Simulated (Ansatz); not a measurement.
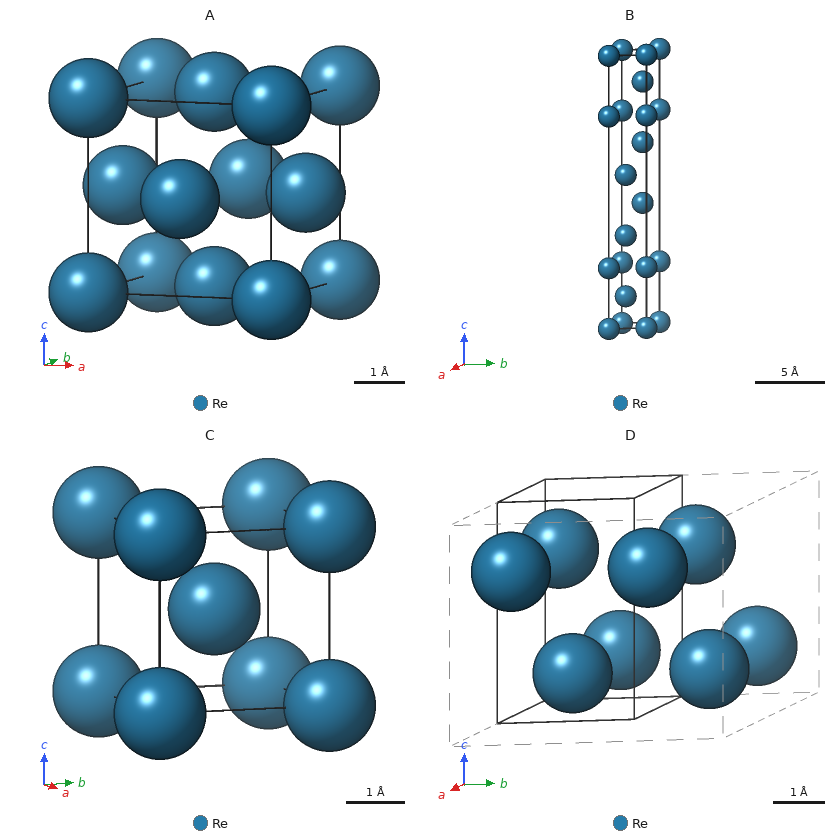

Four structures of Re, each relaxed to rest (conventional cells in solid outline, small ones repeated, each panel with its own scale). Method: DFT PBE, scalar-relativistic, plane waves, PAW (Ansatz), without spin polarisation.

Name the structure in each panel.

Answer. A: face-centred cubic (Cu type), Fm-3m; B: α-samarium (9R) type, R-3m; C: body-centred cubic (W type), Im-3m; D: hexagonal close-packed (Mg type), P6_3/mmc.

Which of these is lowest in energy, and how far above it do the others lie?

Answer. D, then B (+14 meV/atom), A (+67 meV/atom) and C (+312 meV/atom), energies at zero smearing.

Collect the results in a table.

Answer.
| panel | structure | E − E(lowest) (meV/atom) | volume (Å³/atom) | gap (eV) |
| --- | --- | --- | --- | --- |
| D | P6_3/mmc | 0 | 14.9 | metal |
| B | R-3m | 14 | 15.0 | metal |
| A | Fm-3m | 67 | 15.0 | metal |
| C | Im-3m | 312 | 15.1 | metal |

The same structures were relaxed again with PBEsol. Does the order change?

Answer. No, every level gives the same order.

| panel | PBE (meV/atom) | PBEsol (meV/atom) |
| --- | --- | --- |
| D | 0 | 0 |
| B | 14 | 12 |
| A | 67 | 67 |
| C | 312 | 318 |

Some of these may be structure types tried for this composition rather than known phases, and the most stable form need not be among them. Gaps are taken on the k-mesh or band path of each run.
